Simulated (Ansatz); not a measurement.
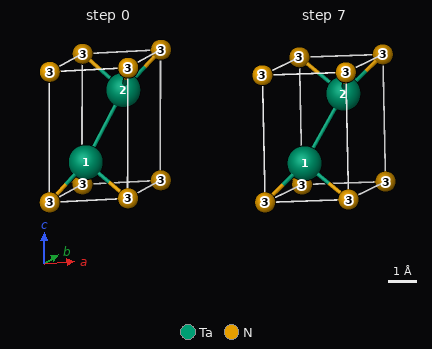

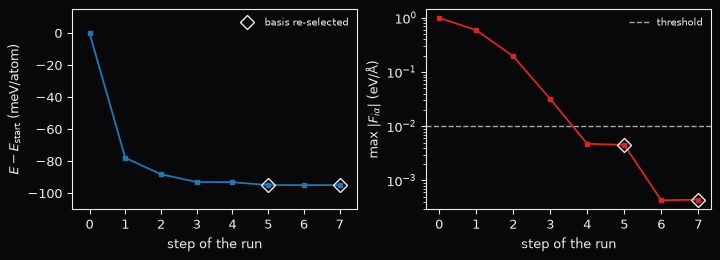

First and last geometry of a relaxation of a crystal of Ta2N (set up in P1), with the history of the run. The picture is a ball-and-stick view of the reduced cell, seen slightly off an axis. Lengths and directions refer to the drawn axes.

Case: all atoms moved at random, sigma 0.02 Å for each component, cell strained at random, sigma 0.03; relaxed back.

Computed with Ansatz, DFT PBEsol, scalar-relativistic, plane waves, PAW. Set-up: plane-wave cutoff 420 eV; k-point mesh 12 × 12 × 8; occupations gaussian; smearing width 0.15 eV; no spin polarisation; cell and atoms relaxed; force threshold 0.01 eV/Å; at most 80 steps.

Read the history and describe the run.

It converged. After 5 accepted moves (7 points after the start) the energy has fallen by 94.9 meV per atom. Largest force component: 1 eV/Å at the start, 0.00044 eV/Å at the end. The pressure goes from 8.76 to 0.00 GPa. The SCF was repeated twice at an unchanged geometry on a basis and grid sized afresh for the cell, which shifted the energy by 1.8 meV per atom at most. The largest move relative to the cell is that of N3, 0.023 Å along [−3 −1 0]. By element the largest moves are N 0.023 Å, Ta 0.021 Å. The volume changes by +1.9 %, with a 2.894 → 3.081 Å (+6.5 %), b 3.019 → 3.081 Å (+2.1 %), c 4.955 → 4.818 Å (−2.8 %), α 89.8° → 90.0°, β 87.5° → 90.0°, γ 64.0° → 60.0°. Among the contacts that change: Ta1–Ta1 2.894 → 3.081 Å, Ta1–Ta2 3.086 → 2.971 Å, Ta1–Ta2 (another image) 3.099 → 3.018 Å, Ta1–N3 2.084 → 2.156 Å. Bond angles that change, for instance: Ta1–N3–Ta2 94.3° → 88.8°, Ta1–N3–Ta1 87.0° → 91.2°, Ta2–N3–Ta2 88.1° → 91.2°. The space group (tolerance 0.01 Å) goes from P1 (No. 1) to P-3m1 (No. 164). Cost: 3.3 min on 2 threads of Arm Neoverse V1, with other jobs on the host, peak memory 0.7 GiB.

| step | E − E(0), meV/atom | largest force component, eV/Å | pressure, GPa | volume, Å³/atom | note |
| --- | --- | --- | --- | --- | --- |
| 0 | 0.00 | 1.0014 | 8.76 | 12.952 |  |
| 1 | -77.89 | 0.5959 | 1.14 | 13.102 |  |
| 2 | -88.12 | 0.1963 | -2.33 | 13.287 |  |
| 3 | -92.94 | 0.0320 | 1.21 | 13.146 |  |
| 4 | -93.05 | 0.0048 | -0.05 | 13.198 |  |
| 5 | -94.88 | 0.0045 | 0.11 | 13.198 | same geometry, new basis |
| 6 | -94.90 | 0.0004 | 0.00 | 13.204 |  |
| 7 | -94.91 | 0.0004 | 0.00 | 13.204 | same geometry, new basis |
